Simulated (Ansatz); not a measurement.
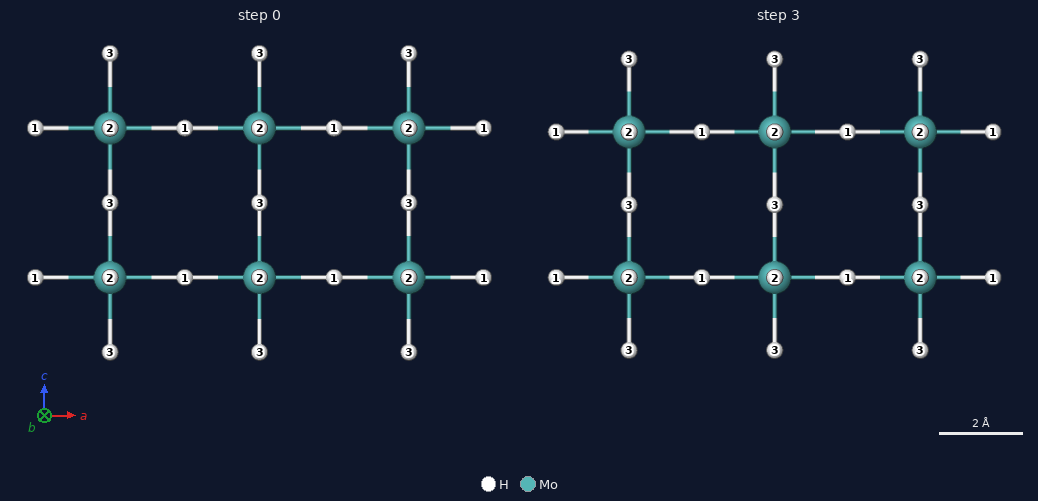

The structure of a crystal of MoH3 (a generated structure, set up in Pm-3m) (coarse preliminary run) before (left) and after (right) a relaxation, at one scale.

The picture is a ball-and-stick view of the cell of the calculation, repeated 2 × 1 × 1 with one cell outlined, seen along the b axis.

Theory: DFT PBE, scalar-relativistic, plane waves, PAW (Ansatz). Settings: plane-wave cutoff 420 eV; k-point mesh 6 × 6 × 6; occupations gaussian; smearing width 0.1 eV; no spin polarisation; cell and atoms relaxed; force threshold 0.04 eV/Å; at most 70 steps.

### What changed between the two?

The energy falls by 16.4 meV per atom in 2 accepted moves (3 points after the start). All forces vanish by symmetry, so only the cell relaxes. Pressure: −5.38 GPa at the start and −0.25 GPa at the end. The SCF was repeated once at an unchanged geometry on a basis and grid sized afresh for the cell, which shifted the energy by 0.7 meV per atom at most. No atom moves by more than 0.005 Å relative to the cell. The drawn cell changes as follows: a = b = c 3.623 → 3.531 Å (−2.5 %); the volume changes by −7.4 %. Near-neighbour distances that change, for instance: H–Mo 1.811 → 1.765 Å. The space group stays Pm-3m (No. 221). Cost: 6.4 s on 1 thread of Intel(R) Xeon(R) Processor @ 2.70GHz (shared host), peak memory 0.32 GiB.
